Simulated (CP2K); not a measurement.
ZnO

```yaml
crystal:
  lattice:
    - [2.68821, 0.00000, 0.00000]
    - [0.00000, 2.68821, 0.00000]
    - [0.00000, 0.00000, 2.68821]
  atoms:
    - { symbol: Zn, position: [0.00000, 0.00000, 0.00000] }
    - { symbol: O, position: [0.50000, 0.50000, 0.50000] }
```

Space group Pm-3m; a generated structure, not necessarily the stable one.

The calculation used CP2K, Kohn-Sham DFT of a periodic cell, PBE, GTH-PBE with UZH-TZVP basis.

### What will maps of the electron localisation function show?

Zn–O (2.33 Å): the ELF is about 0.15 at the midpoint: no localised pair shows between them.

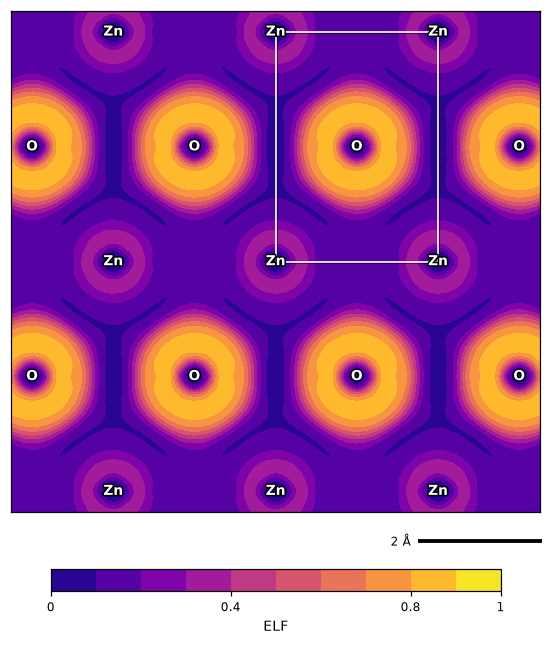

Computed electron localisation function on the (110) plane of the conventional cell. 

Core electrons are replaced by pseudopotentials, and the valence fields are smoothed inside the atomic spheres.
